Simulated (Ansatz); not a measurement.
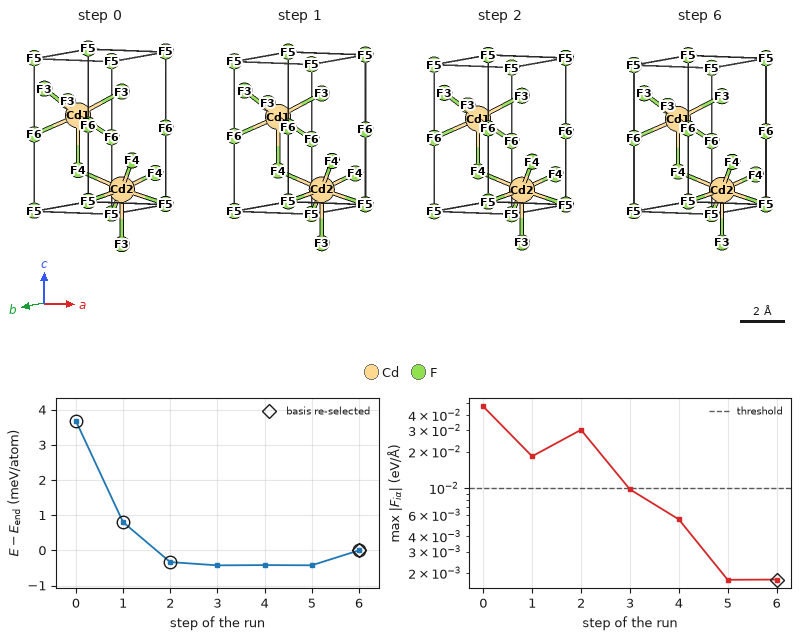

Frames of a relaxation of crystalline CdF$_{2}$ (built on the SnS2-186 type type), marked on the history of the run. The picture is a ball-and-stick view of the cell of the calculation, seen from a free direction.

Theory: DFT, r2SCAN+rVV10, plane waves, PAW in Ansatz 0.2.0. Set-up: plane-wave cutoff 500 eV; k-point mesh 12 × 12 × 4; occupations fermi dirac; smearing width 0.03 eV; no spin polarisation; cell and atoms relaxed; force threshold 0.01 eV/Å; at most 120 steps.

Describe the path.

Answer. The energy falls by 3.7 meV per atom in 5 accepted moves (6 points after the start). Largest force component: 0.047 eV/Å at the start, 0.0018 eV/Å at the end. Pressure: −1.20 GPa at the start and 0.04 GPa at the end. The SCF was repeated once at an unchanged geometry on a basis and grid sized afresh for the cell, which shifted the energy by 0.4 meV per atom at most. The largest moves relative to the cell, 0.020 Å, are those of F5 and F6. F6 goes along −c. By element the largest moves are F 0.020 Å, Cd 0.012 Å. Cell: a = b 3.620 → 3.640 Å (+0.5 %), c 7.057 → 6.765 Å (−4.1 %). Volume −3.1 %. Near-neighbour distances that change, for instance: Cd1–F4 2.535 → 2.434 Å, Cd1–F6 2.230 → 2.241 Å, Cd1–F3 2.314 → 2.305 Å. The space group stays P6_3mc (No. 186). Cost: 3.5 min on 2 threads of Intel(R) Xeon(R) Processor @ 2.50GHz (Skylake/Cascade Lake) (shared host), peak memory 0.69 GiB. From step 0 to 1: F atoms move most (0.02 Å), volume −2.3 %, energy −2.9 meV per atom. From step 1 to 2: volume −1.1 %, energy −1.1 meV per atom. From step 2 to 6: volume +0.2 %, energy +0.3 meV per atom.
